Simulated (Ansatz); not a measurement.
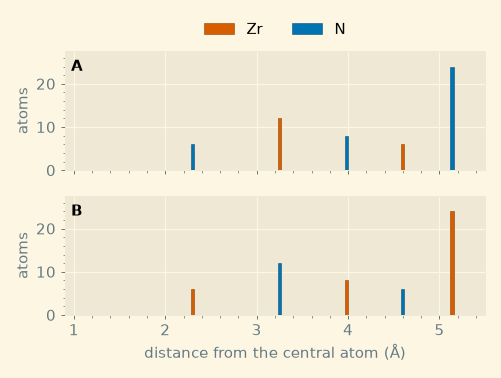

Neighbour shells computed from the structure of ZrN: each bar gives the number of atoms of one element at one distance (within 0.03 Å) from a central atom. Structure used: coordinates from a relaxation with DFT PBE, scalar-relativistic, plane waves, PAW in Ansatz 0.2.0; the starting structure was generated, so it need not be a known form of this composition.

```
a = 4.595 Å, b = 4.595 Å, c = 4.595 Å, α = 90.00°, β = 90.00°, γ = 90.00°
Zr1  0.0000  0.0000  0.0000
N2  0.0000  0.5000  0.0000
Zr3  0.0000  0.5000  0.5000
N4  0.0000  0.0000  0.5000
Zr5  0.5000  0.0000  0.5000
N6  0.5000  0.5000  0.5000
Zr7  0.5000  0.5000  0.0000
N8  0.5000  0.0000  0.0000
```

Q: Which atom of the list is the centre of each panel?

A: panel A: Zr1 (or an equivalent site: Zr3, Zr5, Zr7); panel B: N2 (or an equivalent site: N4, N6, N8).

Q: List the closest shells (up to six) of each central atom.

A: Panel A: 6 N at 2.30 Å, 12 Zr at 3.25 Å, 8 N at 3.98 Å, 6 Zr at 4.59 Å, 24 N at 5.14 Å
Panel B: 6 Zr at 2.30 Å, 12 N at 3.25 Å, 8 Zr at 3.98 Å, 6 N at 4.59 Å, 24 Zr at 5.14 Å
